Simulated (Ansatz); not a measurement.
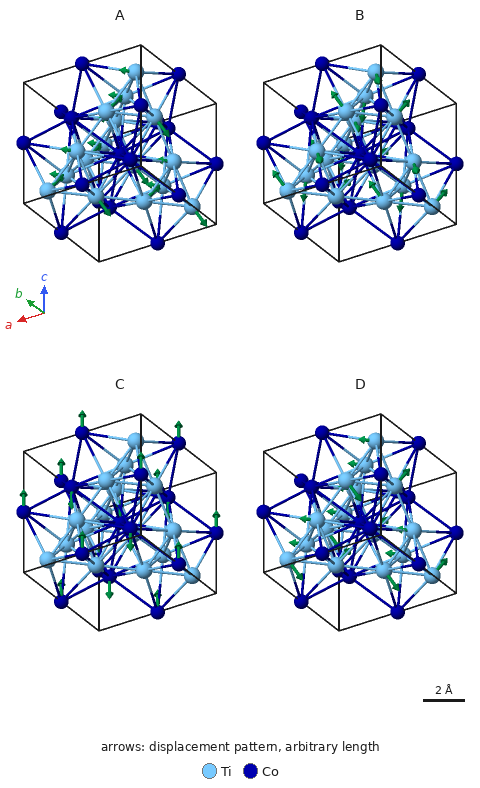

Four optical modes of solid Ti₂Co at the zone centre, in no order (one member of each degenerate set). The green arrows are the displacements of the atoms (eigenvector over the root of the mass), of arbitrary overall length and sign. Style: ball-and-stick. Shown: the conventional cell (4 times the calculation's cell), from a free direction. Lengths and directions refer to the drawn axes.

These are results of Ansatz 0.2.0, DFT LDA, scalar-relativistic, plane waves, PAW, not measurements. (plane-wave cutoff 420 eV; k-point mesh 10 × 10 × 10; occupations gaussian; smearing width 0.2 eV; collinear spin)

The frequencies depend somewhat on the k-mesh and the smearing.

Question: Rank the modes by frequency, softest first.

Answer: D (151i cm⁻¹), B (120i cm⁻¹), C (127 cm⁻¹), A (246 cm⁻¹). D, T₂u: The Co atoms stay at rest; atoms of one kind move against one another, with no net shift of their sublattice. B, E_u: The Co atoms stay at rest; atoms of one kind move against one another, with no net shift of their sublattice. C, T₂g: The Ti atoms stay at rest; all motion is along c; atoms of one kind move against one another, with no net shift of their sublattice. A, T₁u: The Co atoms hardly move. The crystal is metallic in this run.
